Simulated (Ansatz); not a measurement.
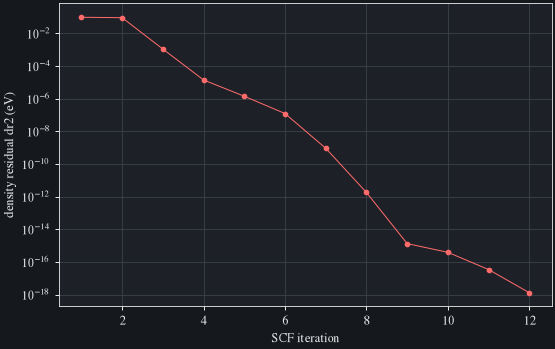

The plot shows the SCF iterations of a calculation: density residual dr2. The starting density is a sum of atomic densities corrected by a trained network.

The run: Cu (I4/mmm, 1 atom in the cell), by DFT r2SCAN, scalar-relativistic, plane waves, PAW in Ansatz; cutoff 500 eV, 20×20×20 k-mesh, Gaussian smearing of 0.1 eV.

Did the calculation converge?

Answer. The run gave up at step 12 without converging. The residual is still falling at the last step (down to 1.3 × 10⁻¹⁸).

Read the residual at the first and at the last step drawn.

Answer. It starts near 0.1 and ends near 10⁻¹⁸ eV.
